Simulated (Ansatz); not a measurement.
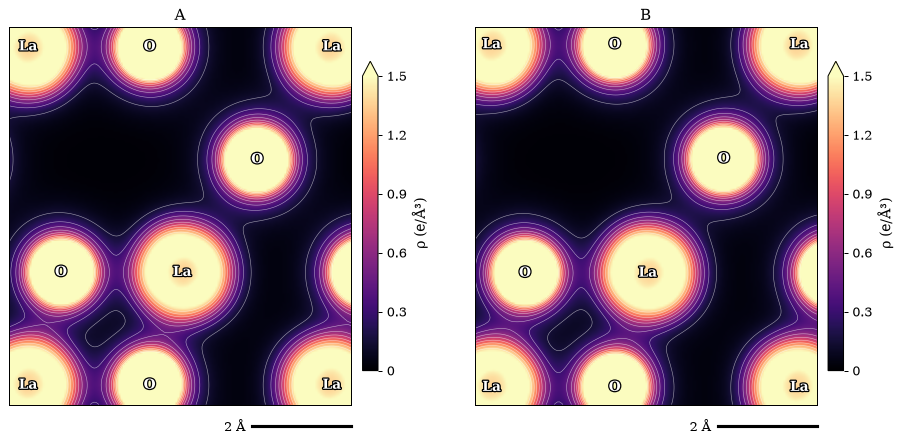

La₂O₃. The valence pseudo-density of two cells that differ in size, on the (110) plane of each (indices in the axes of the calculation cell), at one length scale and on one colour scale; one has 16.7 and the other 17.3 Å³ an atom.

All numbers below come from Ansatz, Kohn-Sham DFT of a periodic cell, PBE, Ansatz PAW.

In a PAW calculation such maps are meaningful between the atoms, not at the nuclei.

The larger cell:

```cif
data_structure
_symmetry_space_group_name_H-M 'P 1'
_symmetry_Int_Tables_number 1
_cell_length_a 4.0079
_cell_length_b 4.0079
_cell_length_c 6.2318
_cell_angle_alpha 90.000
_cell_angle_beta 90.000
_cell_angle_gamma 120.000
_cell_volume 86.69
loop_
_atom_site_label
_atom_site_type_symbol
_atom_site_fract_x
_atom_site_fract_y
_atom_site_fract_z
_atom_site_occupancy
La1 La 0.33333 0.66667 0.24624 1
La2 La 0.66667 0.33333 0.75376 1
O1 O 0.00000 0.00000 0.00000 1
O2 O 0.33333 0.66667 0.64589 1
O3 O 0.66667 0.33333 0.35411 1
```

The smaller cell: a = 3.957 Å, b = 3.957 Å, c = 6.152 Å, α = 90.00°, β = 90.00°, γ = 120.00°.

Q: Which panel shows the smaller cell, and what does the compression change?

A: Panel A is the smaller cell, by 4 % in volume. From the larger cell to the smaller, La–O goes from 2.41 to 2.38 Å, and the density at its midpoint from 0.46 to 0.49 e/Å³; the pressure goes from −5 to −0.7 GPa; the Kohn–Sham gap goes from 3.8 eV to 3.8 eV.
